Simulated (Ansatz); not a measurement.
## SiC (F-43m):H_i (antibonding, by C), thermodynamic levels from a 54-atom cell

Wanted: the transition levels of a hydrogen interstitial in SiC (F-43m), from a cell of 54 host atoms with 1 H put in.

Main program and level: Ansatz 0.2.0; place-levels on r2SCAN runs: charge-transition levels and formation energies with image-charge correction and potential alignment at the atomic sites; PAW set soft_1.

The experiments to compare with:

For SiC, cubic 3C zincblende (literature value), “Insight into the structural, elastic and electronic properties of a new orthorhombic 6O-SiC polytype” (2020, pmc:7200658) quotes earlier work: band gap (indirect gap) 2.4 eV [literature value; measurement temperature and method not stated].

### Step 1. Set-up

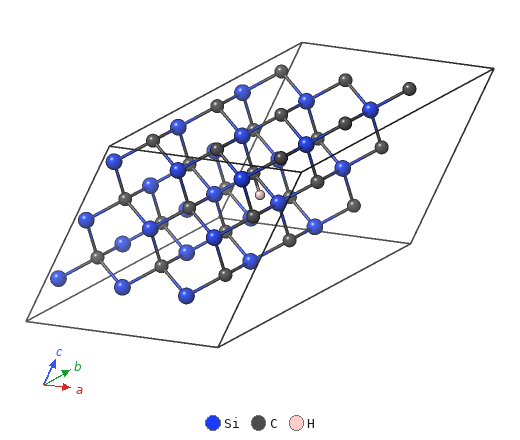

Start, viewed from a free direction; silicon blue, carbon dark grey, hydrogen pink.

The cell holds 55 atoms: 27 Si, 27 C and 1 H. Its edges and angles: a = 9.242 Å, b = 9.242 Å, c = 9.242 Å, α = 60.0°, β = 60.0°, γ = 60.0°. It derives from SiC (space group F-43m). Nearest the centre at fractional (0.465, 0.465, 0.271): H55 at 0.00 Å, C28 at 1.10 Å, Si33 at 1.84 Å, Si45 at 1.84 Å, Si27 at 1.84 Å, C44 at 2.27 Å, C32 at 2.27 Å, C26 at 2.27 Å.

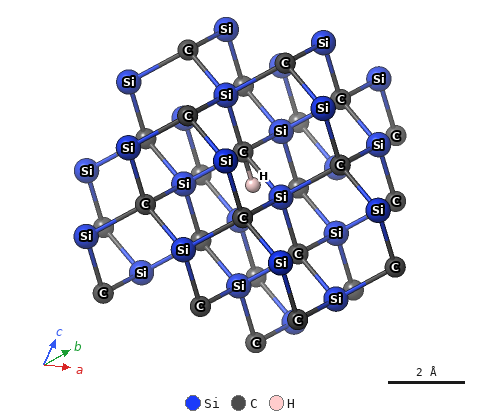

The atoms within 5 Å of the centre.

Structure file:

```xyz
55
Lattice="0.0000 6.5349 6.5349 6.5349 0.0000 6.5349 6.5349 6.5349 0.0000" Properties=species:S:1:pos:R:3 pbc="T T T"
Si    0.0000    0.0000    0.0000
C     1.0891    1.0891    1.0891
Si    2.1783    2.1783    0.0000
C     3.2674    3.2674    1.0891
Si    4.3566    4.3566    0.0000
C     5.4457    5.4457    1.0891
Si    2.1783    0.0000    2.1783
C     3.2674    1.0891    3.2674
Si    4.3566    2.1783    2.1783
C     5.4457    3.2674    3.2674
Si    6.5349    4.3566    2.1783
C     7.6240    5.4457    3.2674
Si    4.3566    0.0000    4.3566
C     5.4457    1.0891    5.4457
Si    6.5349    2.1783    4.3566
C     7.6240    3.2674    5.4457
Si    8.7132    4.3566    4.3566
C     9.8023    5.4457    5.4457
Si    0.0000    2.1783    2.1783
C     1.0891    3.2674    3.2674
Si    2.1783    4.3566    2.1783
C     3.2674    5.4457    3.2674
Si    4.3566    6.5349    2.1783
C     5.4457    7.6240    3.2674
Si    2.1783    2.1783    4.3566
C     3.2674    3.2674    5.4457
Si    4.3566    4.3566    4.3566
C     5.4457    5.4457    5.4457
Si    6.5349    6.5349    4.3566
C     7.6240    7.6240    5.4457
Si    4.3566    2.1783    6.5349
C     5.4457    3.2674    7.6240
Si    6.5349    4.3566    6.5349
C     7.6240    5.4457    7.6240
Si    8.7132    6.5349    6.5349
C     9.8023    7.6240    7.6240
Si    0.0000    4.3566    4.3566
C     1.0891    5.4457    5.4457
Si    2.1783    6.5349    4.3566
C     3.2674    7.6240    5.4457
Si    4.3566    8.7132    4.3566
C     5.4457    9.8023    5.4457
Si    2.1783    4.3566    6.5349
C     3.2674    5.4457    7.6240
Si    4.3566    6.5349    6.5349
C     5.4457    7.6240    7.6240
Si    6.5349    8.7132    6.5349
C     7.6240    9.8023    7.6240
Si    4.3566    4.3566    8.7132
C     5.4457    5.4457    9.8023
Si    6.5349    6.5349    8.7132
C     7.6240    7.6240    9.8023
Si    8.7132    8.7132    8.7132
C     9.8023    9.8023    9.8023
H     4.8107    4.8107    6.0808
```

Screening for the image-charge correction: ε∞ = 7.06, ε0 = 10.43, computed on the host (DFPT, PBEsol, on the r2SCAN cell), and a cell off the functional's own equilibrium shifts the ionic part.

The cell's shortest repeat is 9.2 Å.

### Step 2. Charge states

Levels follow from differences of total energies between charge states, each relaxed by itself.

Each atom starts 0.05 Å or so off its site in a random direction: a symmetric start keeps its symmetry, and would miss off-centre moves and Jahn–Teller distortions. Forces are taken on a 2×2×2 shifted mesh. The cell holds 1 electron more than the neutral one, with a uniform background that keeps it neutral on the whole.

The sampling was tested on the host first: at the k-points planned (1x1x1 shifted 0.25 0.25 0.25) its energy lies 0.119 eV an atom from the dense-mesh value, so the final energies take a denser sampling.

One state's input; the others differ in charge, spin, start and seed, and in occupations where the table says so.

qm1.relax/input.yaml reads:

```yaml
crystal:
  lattice:
    - [0.0, 2.17829624, 2.17829624]
    - [2.17829624, 0.0, 2.17829624]
    - [2.17829624, 2.17829624, 0.0]
  atoms:
    - { symbol: Si, position: [0.0, 0.0, 0.0] }
    - { symbol: C, position: [0.25, 0.25, 0.25] }
  supercell: [3, 3, 3]
  defects:
    - { interstitial: { symbol: H, position: [0.465256, 0.465256, 0.2709] } }
total_charge: -1
basis:
  ecutwfc: 500
  xc_grid: 2
hamiltonian:
  xc: r2scan
  pseudopotentials: { kind: paw, azcp: { folder: soft_1 } }
kpoints:
  mp_grid: { grid: [2, 2, 2], shift: [0.5, 0.5, 0.5] }
scf:
  occupations: { method: fixed }
  max_iter: 60
output:
  forces: true
  charged_corrections: { epsilon: 7.06, static_epsilon: 10.43 }
relax:
  f_tol: 0.02
  max_steps: 80
  random_displacement: { amplitude: 0.05, seed: 9820 }
checkpoint:
  write: "../qm1.relax.run"
  compress: false
  write_wavefunctions: true
  write_every: 100000
```

Command:

```bash
> ansatz run input.yaml --threads 4 --pin off --max-ram 7536MiB --backend cpu --events-out ev --progress --plain --runs-dir out
```

The run of this state that the levels use, under r2SCAN:

qm1.point/input.yaml reads:

```yaml
crystal:
  checkpoint: "../qm1.relax.run"
  host: checkpoint
total_charge: -1
basis:
  ecutwfc: 500
  xc_grid: 2
hamiltonian:
  xc: r2scan
  pseudopotentials: { kind: paw, azcp: { folder: soft_1 } }
kpoints:
  mp_grid: { grid: [2, 2, 2], shift: [0.5, 0.5, 0.5] }
scf:
  occupations: { method: fixed }
  max_iter: 60
output:
  forces: true
  eigenvalues: true
  charged_corrections:
    epsilon: 7.06
    static_epsilon: 10.43
    defect_position: [0.465256, 0.465256, 0.2709]
  eigenstates: { localisation: true }
  populations: true
  band_densities: [{ bands: [v1, v1] }, { bands: [c1, c1] }]
  write_density: true
  write_potential: true
  volumetric_format: npy
checkpoint:
  read: "../qm1.relax.run"
  write: "../qm1.point.run"
  compress: false
  write_wavefunctions: false
  write_every: 100000
```

Relaxations under r2SCAN at a 2×2×2 shifted mesh; times on 4 threads of Arm Neoverse V2, shared host:

| charge | moment (μB) | occupations | outcome | steps | largest displacement against the far atoms (Å) | time |
| --- | --- | --- | --- | --- | --- | --- |
| −1 | 0 | fixed | converged | 19 | 1.79 | 4.7 min |
| 0 | 1 | fixed | converged | 9 | 0.49 | 6 min |
| +1 | 0 | fixed | converged | 15 | 0.22 | 3.6 min |

Single points under r2SCAN at a 2×2×2 shifted mesh; times on 4 threads of Arm Neoverse V2, shared host:

| charge | moment (μB) | occupations | outcome | time |
| --- | --- | --- | --- | --- |
| −1 | 0 | fixed | converged | 19 s |
| 0 | 1 | fixed | converged | 41 s |
| +1 | 0 | fixed | converged | 19 s |

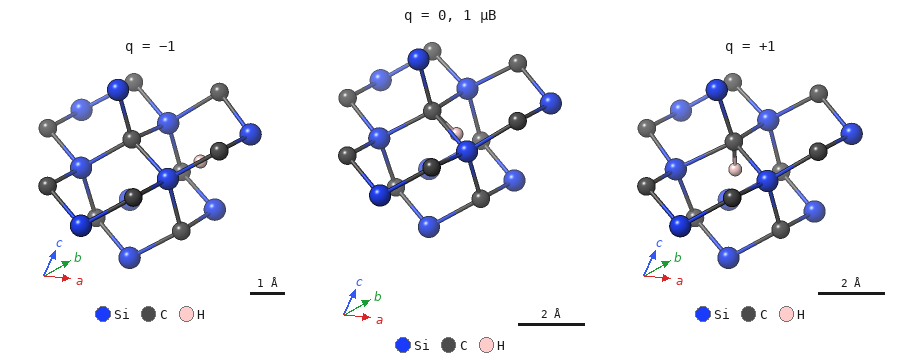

The structures near the centre after relaxation with r2SCAN, by charge.

Distances (Å) from H55 to the nearest atoms after relaxation with r2SCAN:

| charge | moment (μB) | 1. | 2. | 3. | 4. | 5. | 6. |
| --- | --- | --- | --- | --- | --- | --- | --- |
| −1 | 0 | Si 1.82 | Si 1.82 | Si 1.82 | Si 1.82 | C 2.23 | C 2.23 |
| 0 | 1 | C 1.13 | Si 1.79 | Si 1.79 | C 2.17 | C 2.17 | Si 2.36 |
| +1 | 0 | C 1.11 | Si 1.81 | Si 1.97 | C 2.11 | Si 2.12 | C 2.27 |

### Step 3. Placing the levels, r2SCAN

A charged cell interacts with its images and the background, and its potential has another zero than the host's. place-levels removes the first by a point-charge model, screened by the static dielectric constant since the ions have relaxed around the charge, and the second by comparing potentials at atoms far from the defect.

The host is a run of the defect-free crystal in the same cutoffs, grids and k-points, so that basis and sampling errors cancel in part in the differences. The host is run in a cell of 2 atoms on a matching mesh. Its band edges are searched through the zone by a band path, so the gap is smaller than, or equal to, that on the mesh. Chemical potentials are energies per atom of H (H2 molecule), run with the same functional and cutoff.

levels.point.yaml reads:

```yaml
host:
  run: host.point.run
states: [qm1.point.run, q0_M1.point.run, qp1.point.run]
geometry_from:
  qm1.point.run: qm1.relax.run
  q0_M1.point.run: q0_M1.relax.run
  qp1.point.run: qp1.relax.run
  host.point.run: host.relax.run
chemical_potentials:
  H:
    energy: -15.945394
    dataset: "<sha256 of the dataset>"
epsilon: 7.06
static_epsilon: 10.43
vertical:
  - { from: qm1.point.run, to: qm1.point_neutral.run }
  - { from: qp1.point.run, to: qp1.point_neutral.run }
```

Command:

```bash
> ansatz place-levels levels.point.yaml -- --threads 4 --pin off --max-ram 7536MiB
```

Numbers of over 12 decimals in the logs are rounded to 6 here.

What it wrote:

```text
[... repeated set-up lines and file paths are left out, and long positions are rounded to six places ...]
(+1/0) 1.796 eV above the valence edge (+2.008 eV without the band-filling correction), in the conduction band; not on the lower envelope
(0/-1) 0.800 eV above the valence edge (+0.588 eV without the band-filling correction), 0.910 eV under the conduction edge; not on the lower envelope
(+1/-1) 1.298 eV above the valence edge, 0.412 eV under the conduction edge: charges between them are lowest nowhere
formation energy of charge +1: +1.086 eV with the Fermi level at the valence edge
formation energy of charge 0: +2.882 eV with the Fermi level at the valence edge
formation energy of charge -1: +3.682 eV with the Fermi level at the valence edge
vertical -1 to 0: no energy, since no alignment is typed
  the change from vertical[0].from (qm1.point.run) to vertical[0].to (qm1.point_neutral.run): by its potential at epsilon 7.06 it stands at 0.611 0.601 0.277, with an rms radius of about 2.8 Å (1.6 1.6 1.6 Å across the planes of the cell's vectors); [...]
vertical +1 to 0: no energy, since no alignment is typed
  the change from vertical[1].from (qp1.point.run) to vertical[1].to (qp1.point_neutral.run): by its potential at epsilon 7.06 it stands at 0.331 0.327 0.330, with an rms radius of about 5.1 Å (2.9 3.0 2.8 Å across the planes of the cell's vectors); [...]
  edges by r2scan, gap 1.710 eV; the host is sampled to repeats of 18.48 Å
  the defect's cells are sampled to repeats of 18.48 Å, like sampling
  charge +1: -24090.1548 eV with its correction of +0.275 eV, at epsilon 10.43, aligned at sites: +0.0327 eV, mean over 15 atomic sites at or beyond 4.62 Å from the defect at [0.4653, 0.4653, 0.2709], with -0.000791 for the charge's moments and without [...]
  charge 0: +0.000 eV for its dipole among its images, +0.020 omitted
  charge -1: -24068.8037 eV with its correction of +0.169 eV, at epsilon 10.43, aligned at sites: +0.0734 eV, mean over 15 atomic sites at or beyond 4.62 Å from the defect at [0.4653, 0.4653, 0.2709], with +0.000000 for the charge's moments and without [...]
  of states[2] (qp1.point.run): it parts from the run at its places by a charge that spreads by about 3 Å along one vector (1.3 Å or more is wide), by its potential at epsilon 7.06, taken for that of held ions (one typed too small widens it), where the cell [...]
  of states[1] (q0_M1.point.run): a band-filling correction moves a carrier to the host's band edge, which changes its energy by -0.212 eV; [...]
  of states[0] (qm1.point.run): it parts from the run at its places by a charge that spreads by about 1.6 Å along one vector (1.3 Å or more is wide), by its potential at epsilon 7.06, taken for that of held ions (one typed too small widens it), where the cell [...]
  of vertical[0].from (qm1.point.run): it parts from the run at its places by a charge that spreads by about 1.6 Å along one vector (1.3 Å or more is wide), by its potential at epsilon 7.06, taken for that of held ions (one typed too small widens it), where [...]
  of vertical[0].to (qm1.point_neutral.run): stability_check_not_made
  of vertical[1].from (qp1.point.run): it parts from the run at its places by a charge that spreads by about 3 Å along one vector (1.3 Å or more is wide), by its potential at epsilon 7.06, taken for that of held ions (one typed too small widens it), where the [...]
  of vertical[1].to (qp1.point_neutral.run): stability_check_not_made
```

Elapsed: 0.21 s, on 4 threads of Arm Neoverse V2, shared host.

Levels between the charges placed, in eV above the valence top:

|  | gap (eV) | (+1/0) | (0/−1) |
| --- | --- | --- | --- |
| r2SCAN | 1.71 | 1.80 | 0.80 |

Corrections by state:

| charge | moment (μB) | image terms and alignment (eV) | band filling (eV) | ε used | over the lowest of its charge, as the program ranks them, band filling apart (eV) |
| --- | --- | --- | --- | --- | --- |
| +1 | 0.0 | 0.275 | - | 10.43 | 0.000 |
| 0 | 1.0 | 0.000 | -0.212 | - | 0.000 |
| −1 | 0.0 | 0.169 | - | 10.43 | 0.000 |

The charged structures listed were also run neutral, and place-levels reads from each pair, by the potential or the spins, how wide the charge is by which they differ; that can be the carrier of either run.

| charge | rms radius (Å) | spread where it is widest against the cell (Å) | wide from (Å) | reading |
| --- | --- | --- | --- | --- |
| +1 | 5.1 | 3.05 | 1.31 | wide |
| −1 | 2.8 | 1.62 | 1.31 | wide |

The neutral runs of these pairs need not share the spin of the lowest neutral state, and very wide values only mean spread over the cell.

From the program's caveats on the states, each cut to its opening words:

- charge +1: it parts from the run at its places by a charge that spreads by about 3 Å along one vector (1.3 Å or more is wide), by its potential at epsilon 7.06, taken for [...]
- charge 0 (1 μB): a band-filling correction moves a carrier to the host's band edge, which changes its energy by -0.212 eV
- charge 0 (1 μB): its alignment with the host at atomic sites is doubtful: the mean over the far sites moves by -0.0511 eV from their farther parts to their nearer, more than [...]
- charge 0 (1 μB): flagged: stability check not made
- charge −1: it parts from the run at its places by a charge that spreads by about 1.6 Å along one vector (1.3 Å or more is wide), by its potential at epsilon 7.06, taken [...]

Chemical potentials of the elements' reference phases, run alike. Formation energy by charge state (elemental references; gap 1.71 eV):

| charge | at valence top (eV) | at conduction bottom (eV) | correction included (eV) |
| --- | --- | --- | --- |
| +1 | 1.09 | 2.80 | 0.27 |
| 0 | 2.88 | 2.88 | -0.21 |
| −1 | 3.68 | 1.97 | 0.17 |

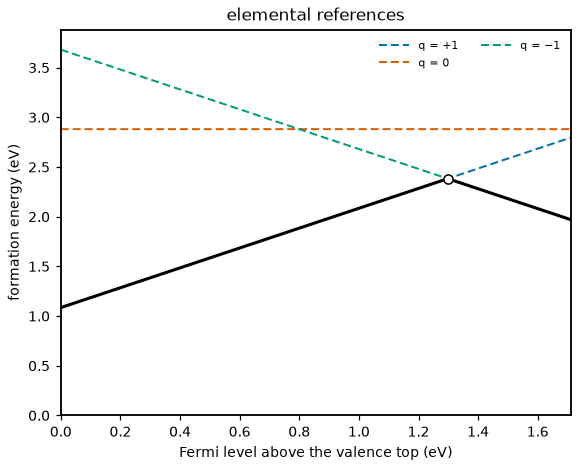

Formation energy against Fermi level; the thick line follows the lowest charge state and circles mark the transition levels.

The charge transition levels (eV, zero at the valence-band top of the host):

|  | conduction bottom | valence top |
| --- | --- | --- |
| H_i (antibonding, by C) | 1.71 | 0.00 |

|  | level | energy (eV) |
| --- | --- | --- |
| H_i (antibonding, by C) | (+1/−1) | 1.30 |

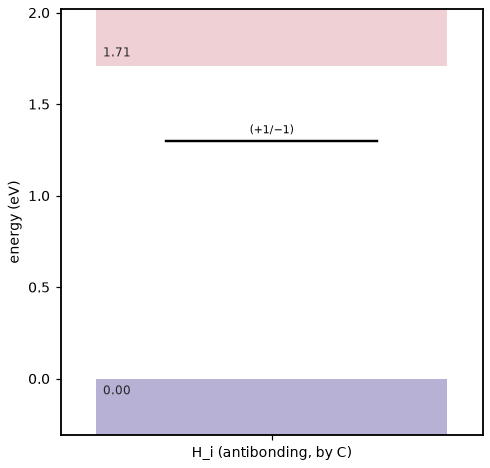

Charge transition levels. Shaded: valence and conduction bands.

### Step 4. A changed set-up

In this try the input is made faulty on purpose, to show what that does.

A choice is tested by changing it alone.

levels.try1.yaml is levels.point.yaml with these lines changed:

```diff
-epsilon: 7.06
-static_epsilon: 10.43
+epsilon: 1.0001
+static_epsilon: 1.0001
```

Command:

```bash
> ansatz place-levels levels.try1.yaml -- --threads 4 --pin off --max-ram 7536MiB
```

What it wrote:

```text
(+1/0) 0.518 eV above the valence edge, 1.193 eV under the conduction edge
[...]
formation energy of charge +1: +2.576 eV with the Fermi level at the valence edge
formation energy of charge 0: +3.094 eV with the Fermi level at the valence edge
formation energy of charge -1: +4.973 eV with the Fermi level at the valence edge
vertical -1 to 0: no energy, since no alignment is typed
vertical +1 to 0: no energy, since no alignment is typed
  edges by r2scan, gap 1.710 eV; the host is sampled to repeats of 18.48 Å
[... the lines on each state left out ...]
```

The change: no screening of the image charge.

Levels in eV above the valence top; the changed ones are not the defect's:

|  | gap (eV) | (+1/0) | (0/−1) |
| --- | --- | --- | --- |
| changed | 1.71 | 0.52 | 1.88 |
| as set up | 1.71 | 1.80 | 0.80 |

The largest shift is 1.28 eV, band-filling terms included.

### Step 5. Results

```yaml
gap_of_the_host: 1.71 eV (r2SCAN)
level_plus_1_over_0: 1.80 eV above the valence top, past the conduction bottom, not a change between lowest states (2.01 eV above the valence top without the band-filling term)
level_0_minus_1: 0.80 eV above the valence top, not a change between lowest states (0.59 eV above the valence top without the band-filling term)
level_plus_1_minus_1: 1.30 eV above the valence top
lowest_of_the_charges_placed_just_above_the_valence_top_0p02_ev: +1
lowest_of_the_charges_placed_just_below_the_conduction_bottom_0p02_ev: −1
lowest_formation_energy_at_mid_gap_of_the_charges_run_elemental_references: 1.94 eV
```

**Reading.** Of the charges placed (−1, 0 and +1), the lowest changes at 1.30 eV (+1/−1) above the valence top, in a gap of 1.71 eV. (+1/−1) passes over charge 0, which lies 0.50 eV above the two there; a lower structure or spin state of it, if missed, would change that. Charges above +1 and below −1 were not placed, so these runs say nothing of levels that involve them. States placed: +1 at 0 μB; 0 at 1 μB; −1 at 0 μB. Other spin states or structures, where not listed, weren't placed. The program finds carriers beyond a band edge of the host and adds a band-filling term at charge 0 (-0.21 eV); steps to such a charge show no bound level, and a defect level inside a band would be read the same way. At charge −1 the atom put in ends up to 1.8 Å from its starting place, so the name tells the start alone and the levels can join different sites. H is taken at its element; compounds, which aren't counted here, bound the chemical potentials and would shift these formation energies. The program doubts the alignment of potentials for at least one state, a sign that the cell is small. Limits: r2SCAN makes the gap too small and tends to spread out bound carriers.

Calculation against experiment:

```
                             quantity  measured           r2SCAN
band gap (least gap of the host) (eV)       2.4  1.71 (-0.69 eV)
```

Measured values from pmc:7200658 (2020).

**Verdict.** The band gap is off by -0.69 eV: a clear miss. Local and semilocal functionals usually give gaps below the measured ones. Zero-point and thermal motion shift the measured gap.

[Logs are printed without paths, hosts, clocks, repeated set-up lines and the standing remarks that a program may print on its own settings, such as how far it seeks lower states.]

[Hosts, paths, dates, database ids (printed as entryN), source tags and the programs' standing remarks are cut or masked in the printed files.]

[Where a table of states has a column of steps, it counts the stored structures, which are thinned; the runs took as many ionic steps or more.]

[A defect's name tells the site on which it was built; relaxed atoms can leave that site.]

[For some hosts the program warned that the k-mesh of the response run may be too coarse for force constants and the static dielectric constant; such warnings are not shown here.]
